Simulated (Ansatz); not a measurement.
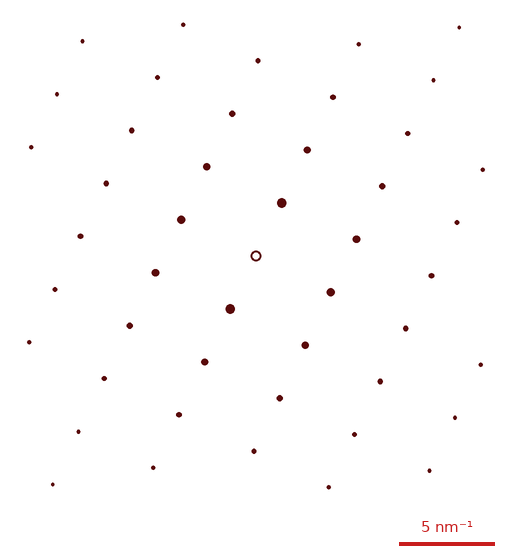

Computed electron diffraction pattern, 200 kV, single scattering only, B = 1 Å².

### What net do the spots form, and what spacings does it show?

The spots form a rectangular net whose two shortest vectors correspond to d = 3.22 Å and 2.28 Å, 90.0° apart.

### What is the point symmetry of the pattern, intensities included?

2mm.

### What was simulated?

This cannot be fixed from one zone alone; the pattern is [110] of Bi, space group Pm-3m (No. 221), a = 3.22 Å. The net vectors are 0 0 1 and 1 -1 0. Structure: the end point of a relaxation with DFT, PBEsol, plane waves (420 eV) with PAW, scalar-relativistic in Ansatz; the starting structure was generated, so it need not be a known form of this composition.
